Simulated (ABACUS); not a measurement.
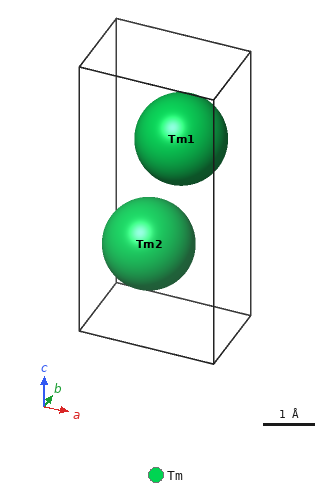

Fig. 1: The starting structure (spheres-only view of the cell of the calculation, seen slightly off an axis; atoms are numbered from 1 in the order of the input).

## Tm: geometry relaxation (part 1 of 2)

The run: geometry relaxation of Tm (2 atoms in the cell). Method and program: Kohn-Sham DFT of a periodic cell, PBE, PseudoDojo NC SR 0.4.1 PBE standard, lanthanides 3+ (f in core), no spin polarisation (ABACUS 3.10.1).

The structure derives from an entry of the Crystallography Open Database. It belongs to a series of runs on one base structure; here: strain_along_c = -0.03.

**Log**
```
ABACUS v3.10.1

               Atomic-orbital Based Ab-initio Computation at UStc

 ------------------------------------------------------------------------------------

 READING GENERAL INFORMATION
                           global_out_dir = OUT.Tm/
                           global_in_card = INPUT
                               pseudo_dir = ./
                              orbital_dir =
                                    DSIZE = 4
                                    GSIZE = 1

 READING UNITCELL INFORMATION
                                    ntype = 1
                  lattice constant (Bohr) = 1.88973
              lattice constant (Angstrom) = 1

 READING ATOM TYPE 1
                               atom label = Tm
                      L=0, number of zeta = 1
                      L=1, number of zeta = 1
                      L=2, number of zeta = 1
             number of atom for this type = 2

                        TOTAL ATOM NUMBER = 2
DIRECT COORDINATES
    atom                   x                   y                   z     mag                  vx                  vy                  vz
taud_Tm1            0.6666666667        0.3333333333        0.7500000000  0.0000        0.0000000000        0.0000000000        0.0000000000
taud_Tm2            0.3333333333        0.6666666667        0.2500000000  0.0000        0.0000000000        0.0000000000        0.0000000000

                          Volume (Bohr^3) = 394.044
                             Volume (A^3) = 58.3912

 Lattice vectors: (Cartesian coordinate: in unit of a_0)
              +3.5375                  +0                  +0
             -1.76875            +3.06356                  +0
                   +0                  +0            +5.38796
 Reciprocal vectors: (Cartesian coordinate: in unit of 2 pi/a_0)
            +0.282686           +0.163209                  -0
                   -0           +0.326417                  -0
                   +0                  -0           +0.185599
 The esolver type has been set to : ksdft_pw

                PAO radial cut off (Bohr) = 10

 Read in pseudopotential file is Tm.upf
                     pseudopotential type = NC
          exchange-correlation functional = PBE
                 nonlocal core correction = 1
                        valence electrons = 11
                                     lmax = 3
                           number of zeta = 4
                     number of projectors = 7
                           L of projector = 0
                           L of projector = 0
                           L of projector = 1
                           L of projector = 1
                           L of projector = 2
                           L of projector = 2
                           L of projector = 3
     initial pseudo atomic orbital number = 20

 SETUP THE ELECTRONS NUMBER
            electron number of element Tm = 11
      total electron number of element Tm = 22
            AUTOSET number of electrons:  = 22
                           occupied bands = 11
                                   NBANDS = 15
                                   NLOCAL = 18

 SETUP THE PLANE WAVE BASIS
 energy cutoff for charge/potential (unit:Ry) = 200
            fft grid for charge/potential = [ 32, 32, 45 ]
                        fft grid division = [ 1, 1, 1 ]
        big fft grid for charge/potential = [ 32, 32, 45 ]
                                     nbxx = 46080
                                     nrxx = 46080

 SETUP PLANE WAVES FOR CHARGE/POTENTIAL
                    number of plane waves = 18801
                         number of sticks = 613

 PARALLEL PW FOR CHARGE/POTENTIAL
     PROC   COLUMNS(POT)             PW
        1            613          18801
 --------------- sum -------------------
        1            613          18801
                            number of |g| = 951
                                  max |g| = 18.0857
                                  min |g| = 0

----------- Double Check Mixing Parameters Begin ------------
mixing_type: broyden
mixing_beta: 0.7
mixing_gg0: 1
mixing_gg0_min: 0.1
mixing_ndim: 8
----------- Double Check Mixing Parameters End ------------

 LATTICE VECTORS: (CARTESIAN COORDINATE: IN UNIT OF A0)
              +3.5375                  +0                  +0
             -1.76875            +3.06356                  +0
                   +0                  +0            +5.38796
                       right hand lattice = 1
                                   NORM_A = 3.5375
                                   NORM_B = 3.5375
                                   NORM_C = 5.38796
                           ALPHA (DEGREE) = 90
                           BETA  (DEGREE) = 90
                           GAMMA (DEGREE) = 120

 The lattice vectors have been changed (STRU_SIMPLE.cif)

(for optimal symmetric configuration:)
                             BRAVAIS TYPE = 4
                     BRAVAIS LATTICE NAME = 04. Hexagonal cell
                                    ibrav = 4
                                    IBRAV = 4
                                  BRAVAIS = HEXAGONAL CELL
                       LATTICE CONSTANT A = 3.5375
                                C/A RATIO = 1.5231
Original cell was already a primitive cell.
                        ROTATION MATRICES = 24
              PURE POINT GROUP OPERATIONS = 12
                   SPACE GROUP OPERATIONS = 24
                                       C2 = 3
                                       C3 = 2
                                       C4 = 0
                                       C6 = 0
                                       S1 = 3
                                       S3 = 0
                                       S4 = 0
                                       S6 = 2
                              POINT GROUP = D_3d
                                       C2 = 7
                                       C3 = 2
                                       C4 = 0
                                       C6 = 2
                                       S1 = 7
                                       S3 = 2
                                       S4 = 0
                                       S6 = 2
               POINT GROUP IN SPACE GROUP = D_6h

 SETUP K-POINTS
                                    nspin = 1
                   Input type of k points = Monkhorst-Pack(Gamma)
                                   nkstot = 144
                       right hand lattice = 1
(for reciprocal lattice: )
                             BRAVAIS TYPE = 4
                     BRAVAIS LATTICE NAME = 04. Hexagonal cell
                                    ibrav = 4
                       right hand lattice = 1
(for k-lattice: )
                             BRAVAIS TYPE = 4
                     BRAVAIS LATTICE NAME = 04. Hexagonal cell
                                    ibrav = 4
                       right hand lattice = 1
                        ROTATION MATRICES = 24
                               nkstot_ibz = 21
K-POINTS REDUCTION ACCORDING TO SYMMETRY
     IBZ    DIRECT_X    DIRECT_Y    DIRECT_Z  WEIGHT  ibz2bz
       1  0.00000000  0.00000000  0.00000000  0.0069       0
       2 -0.16666667  0.16666667  0.00000000  0.0417       1
       3 -0.33333333  0.33333333  0.00000000  0.0417       2
       4  0.50000000  0.50000000  0.00000000  0.0208       3
       5 -0.16666667  0.33333333  0.00000000  0.0417       7
       6  0.50000000  0.33333333  0.00000000  0.0833       8
       7  0.33333333  0.33333333  0.00000000  0.0139      14
       8  0.00000000  0.00000000  0.25000000  0.0139      36
       9 -0.16666667  0.16666667  0.25000000  0.0833      37
      10 -0.33333333  0.33333333  0.25000000  0.0833      38
      11  0.50000000  0.50000000  0.25000000  0.0417      39
      12 -0.16666667  0.33333333  0.25000000  0.0833      43
      13  0.50000000  0.33333333  0.25000000  0.1667      44
      14  0.33333333  0.33333333  0.25000000  0.0278      50
      15  0.00000000  0.00000000  0.50000000  0.0069      72
      16 -0.16666667  0.16666667  0.50000000  0.0417      73
      17 -0.33333333  0.33333333  0.50000000  0.0417      74
      18  0.50000000  0.50000000  0.50000000  0.0208      75
      19 -0.16666667  0.33333333  0.50000000  0.0417      79
      20  0.50000000  0.33333333  0.50000000  0.0833      80
      21  0.33333333  0.33333333  0.50000000  0.0139      86

                               nkstot now = 21
[... K-POINTS DIRECT COORDINATES: 21 rows ...]

           k-point number in this process = 6
       minimum distributed K point number = 5
[... stars of the k points ...]

[... K-POINTS CARTESIAN COORDINATES: 6 rows ...]

[... K-POINTS DIRECT COORDINATES: 6 rows ...]

 SETUP PLANE WAVES FOR WAVE FUNCTIONS
     energy cutoff for wavefunc (unit:Ry) = 50
              fft grid for wave functions = [ 32, 32, 45 ]
                    number of plane waves = 3451
                         number of sticks = 199

 PARALLEL PW FOR WAVE FUNCTIONS
     PROC   COLUMNS(POT)             PW
        1            199           3451
 --------------- sum -------------------
        1            199           3451

 SETUP NONLOCAL PSEUDOPOTENTIALS IN PLANE WAVE BASIS
 Tm non-local projectors:
 projector 1 L=0
 projector 2 L=0
 projector 3 L=1
 projector 4 L=1
 projector 5 L=2
 projector 6 L=2
 projector 7 L=3
      TOTAL NUMBER OF NONLOCAL PROJECTORS = 50

 Init Non-Local PseudoPotential table :
 Init Non-Local-Pseudopotential done.

                                     npwx = 2375

 Make real space PAO into reciprocal space.
       max mesh points in Pseudopotential = 1001
     dq(describe PAO in reciprocal space) = 0.01
                                    max q = 853

 number of pseudo atomic orbitals for Tm is 4
WARNING: norm of atomic wavefunction # 3 of atomic type Tm is 0.999076, renormalized
WARNING: norm of atomic wavefunction # 4 of atomic type Tm is 0.999486, renormalized

 -------------------------------------------
 SELF-CONSISTENT
 -------------------------------------------
                                 init_chg = atomic

 PW ALGORITHM --------------- ION=   1  ELEC=   1--------------------------------
 Notice: Threshold on eigenvalues was too large.
 hsover_error=0.22 > DRHO=0.0124539
 Origin diag ethr = 0.01
 New diag ethr = 5.66086e-05

 Density error is 0.0123241271456
                          Error Threshold = 5.66085609319e-05
----------------------------------------------------------
     Energy           Rydberg                 eV
----------------------------------------------------------
 E_KohnSham     -183.4393203082      -2495.8199934390
 E_Harris       -184.1531563505      -2505.5322310512
 E_Fermi        0.7830229233         10.6535734211
----------------------------------------------------------

 PW ALGORITHM --------------- ION=   1  ELEC=   2--------------------------------

 Density error is 0.000934847024579
                          Error Threshold = 5.60187597526e-05
----------------------------------------------------------
     Energy           Rydberg                 eV
----------------------------------------------------------
 E_KohnSham     -183.4404046561      -2495.8347467485
 E_Harris       -183.5592926091      -2497.4523003336
 E_Fermi        0.7773855928         10.5768736051
----------------------------------------------------------

 PW ALGORITHM --------------- ION=   1  ELEC=   3--------------------------------

 Density error is 3.47068288387e-05
                          Error Threshold = 4.24930465718e-06
----------------------------------------------------------
     Energy           Rydberg                 eV
----------------------------------------------------------
 E_KohnSham     -183.4404672994      -2495.8355990549
 E_Harris       -183.4431542583      -2495.8721570055
 E_Fermi        0.7762668718         10.5616526251
----------------------------------------------------------

 PW ALGORITHM --------------- ION=   1  ELEC=   4--------------------------------

 Density error is 2.9471570211e-07
                          Error Threshold = 1.57758312903e-07
----------------------------------------------------------
     Energy           Rydberg                 eV
----------------------------------------------------------
 E_KohnSham     -183.4404721658      -2495.8356652652
 E_Harris       -183.4384524359      -2495.8081854308
 E_Fermi        0.7762063684         10.5608294336
----------------------------------------------------------

 PW ALGORITHM --------------- ION=   1  ELEC=   5--------------------------------

 Density error is 5.482696523e-08
                          Error Threshold = 1.33961682777e-09
----------------------------------------------------------
     Energy           Rydberg                 eV
```
